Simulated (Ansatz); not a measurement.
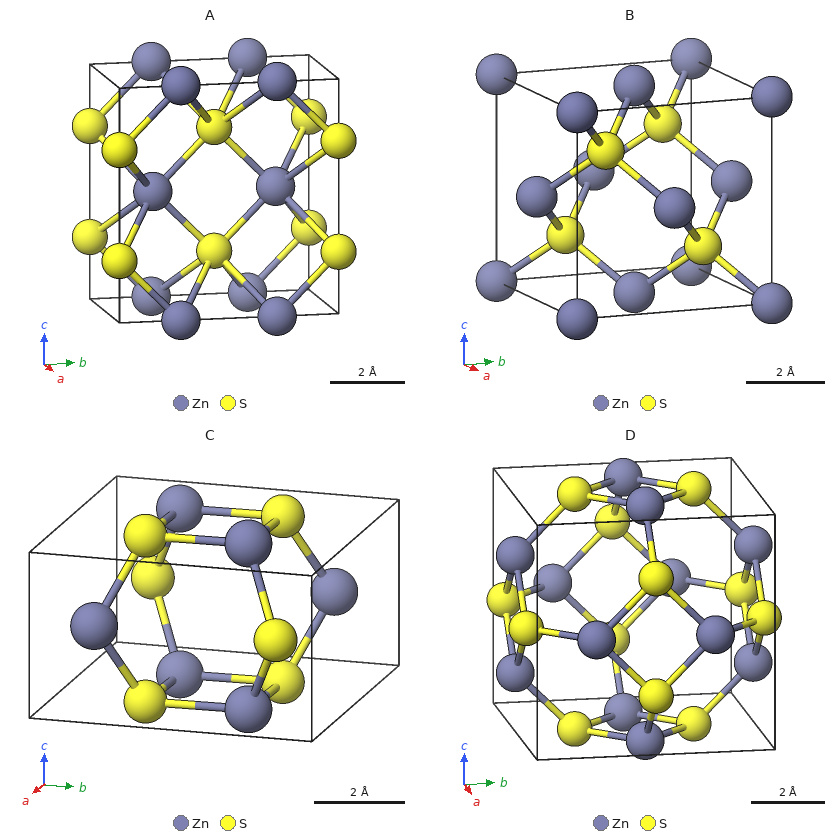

Four structures of ZnS, each relaxed to rest (conventional cells in solid outline, small ones repeated, each panel with its own scale). Method: DFT PBE, scalar-relativistic, plane waves, PAW in Ansatz 0.2.0, without spin polarisation.

Question: Give the type and space group of each panel.

Answer: A: 8 atoms a cell on a body-centred orthorhombic lattice, Immm; B: zinc blende (sphalerite type), F-43m; C: 8 atoms a cell on a primitive tetragonal lattice, P4_2/mnm; D: 12 atoms a cell on a primitive cubic lattice, Pm-3n.

Question: Which of these is lowest in energy, and how far above it do the others lie?

Answer: B, then C (+41 meV/atom), D (+106 meV/atom) and A (+585 meV/atom), energies at zero smearing.

Question: Collect the results in a table.

Answer:
| panel | structure | E − E(lowest) (meV/atom) | volume (Å³/atom) | gap (eV) |
| --- | --- | --- | --- | --- |
| B | F-43m | 0 | 20.1 | 3.59 |
| C | P4_2/mnm | 41 | 21.2 | 2.17 |
| D | Pm-3n | 106 | 25.1 | 1.99 |
| A | Immm | 585 | 18.1 | metal |

Some of these may be structure types tried for this composition rather than known phases, and the most stable form need not be among them. Gaps are taken on the k-mesh or band path of each run.
